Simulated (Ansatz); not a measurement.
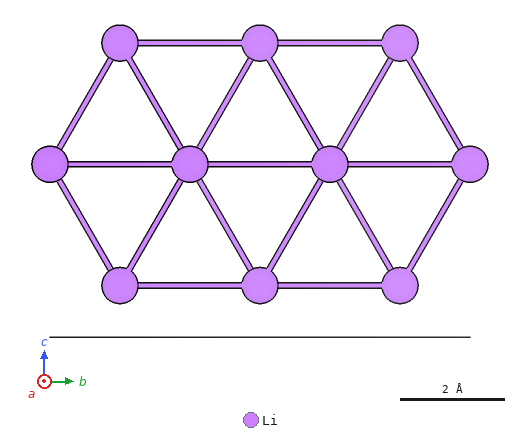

A slab of composition Li (cut from the Im-3m phase), before the constrained relaxation. The picture is a ball-and-stick view of the cell of the calculation, outlined in the plane, without the vacuum, seen along the a axis.

Case: clean slab, lower planes held. The slab is the (1 1 0) face of Li. 9 atoms are held fixed.

All numbers below come from DFT PBE+D3(BJ), scalar-relativistic, plane waves, PAW (Ansatz).

Input
```yaml
crystal:
  lattice:
    - [8.638737398, 0.0, 0.0]
    - [-2.8795791327, 8.1446797267, 0.0]
    - [0.0, 0.0, 20.7023330327]
  atoms:
    - { symbol: Li, position: [0.1666666667, 0.1666666667, 0.3864298766] }
    - { symbol: Li, position: [0.1666666667, 0.5, 0.3864298766] }
    - { symbol: Li, position: [0.1666666667, 0.8333333333, 0.3864298766] }
    - { symbol: Li, position: [0.5, 0.1666666667, 0.3864298766] }
    - { symbol: Li, position: [0.5, 0.5, 0.3864298766] }
    - { symbol: Li, position: [0.5, 0.8333333333, 0.3864298766] }
    - { symbol: Li, position: [0.8333333333, 0.1666666667, 0.3864298766] }
    - { symbol: Li, position: [0.8333333333, 0.5, 0.3864298766] }
    - { symbol: Li, position: [0.8333333333, 0.8333333333, 0.3864298766] }
    - { symbol: Li, position: [0.3333333333, 0.3333333333, 0.5] }
    - { symbol: Li, position: [0.3333333333, 0.6666666667, 0.5] }
    - { symbol: Li, position: [0.3333333333, 0.0, 0.5] }
    - { symbol: Li, position: [0.6666666667, 0.3333333333, 0.5] }
    - { symbol: Li, position: [0.6666666667, 0.6666666667, 0.5] }
    - { symbol: Li, position: [0.6666666667, 0.0, 0.5] }
    - { symbol: Li, position: [0.0, 0.3333333333, 0.5] }
    - { symbol: Li, position: [0.0, 0.6666666667, 0.5] }
    - { symbol: Li, position: [0.0, 0.0, 0.5] }
    - { symbol: Li, position: [0.5, 0.5, 0.6135701234] }
    - { symbol: Li, position: [0.5, 0.8333333333, 0.6135701234] }
    - { symbol: Li, position: [0.5, 0.1666666667, 0.6135701234] }
    - { symbol: Li, position: [0.8333333333, 0.5, 0.6135701234] }
    - { symbol: Li, position: [0.8333333333, 0.8333333333, 0.6135701234] }
    - { symbol: Li, position: [0.8333333333, 0.1666666667, 0.6135701234] }
    - { symbol: Li, position: [0.1666666667, 0.5, 0.6135701234] }
    - { symbol: Li, position: [0.1666666667, 0.8333333333, 0.6135701234] }
    - { symbol: Li, position: [0.1666666667, 0.1666666667, 0.6135701234] }
basis:
  ecutwfc: 420
kpoints:
  mp_grid: { grid: [3, 3, 1] }
hamiltonian:
  xc: pbe
  dispersion: d3bj
scf:
  occupations: { method: gaussian, width: 0.1 }
output:
  forces: true
  eigenvalues: true
  write_density: true
  write_potential: true
  elf: true
  volumetric_format: npy
relax:
  adjacent_minimum: "off"
  f_tol: 0.03
  max_steps: 70
  constraints: [{ sites: [0, 1, 2, 3, 4, 5, 6, 7, 8] }]
efield:
  axis: 3
  dipole_correction: true
  ramp_width: 0.04
```

Launched with:
```bash
ansatz run input.yaml --threads 2 --pin off --max-ram 6144MiB --backend cpu --events-out ev --progress --plain --runs-dir out
```

**What does the optimiser find from here?**

The largest moves, 0.089 Å, are those of 9 atoms (Li19, Li20, Li21, Li22 and others). Li21 goes along the normal (−c). The lattice vectors keep their values. Near-neighbour distances that change, for instance: Li10–Li19 2.880 → 2.841 Å, Li1–Li10 2.880 → 2.846 Å. After 1 geometry step the energy has fallen by 16.3 meV per cell of the calculation. Largest force component: 0.038 eV/Å at the start, 0.0061 eV/Å at the end.

The end point in the same view:

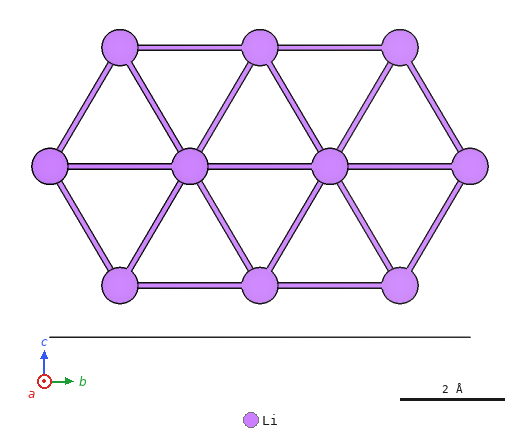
